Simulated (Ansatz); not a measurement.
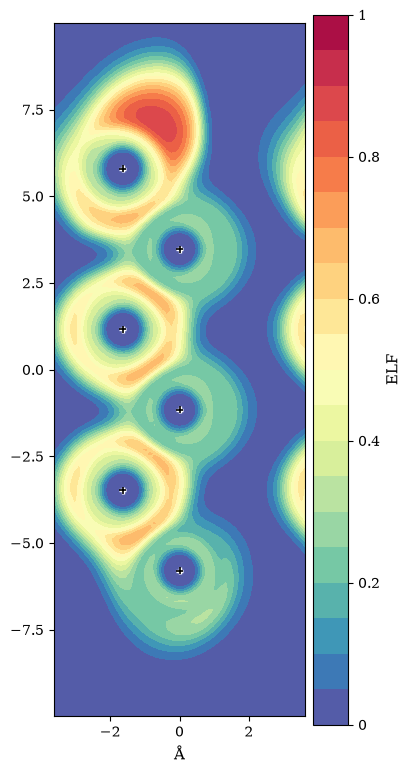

The electron localisation function on a plane through atoms (crosses mark nuclei in the plane).

These are results of DFT r2SCAN, scalar-relativistic, plane waves, PAW in Ansatz 0.2.0, not measurements.

Candidates:
A. BaTiO3, a = 3.97 Å, b = 3.97 Å, c = 3.97 Å, α = 90.00°, β = 90.00°, γ = 90.00°. Space group Pm-3m; a generated structure, not necessarily the stable one; computed pressure about 3 GPa in this cell; computed without spin polarisation.
B. InSb (slab), a = 4.64 Å, b = 6.56 Å, c = 26.59 Å, α = 90.00°, β = 90.00°, γ = 90.00°. Not relaxed (largest force 1.2 eV/Å).

Which system is this?

Answer. Candidate B: InSb on the (100) plane of the calculation cell, a cut from vacuum to vacuum, which holds In and Sb. In–Sb (2.84 Å): the ELF peaks at about 0.65 between the atoms.
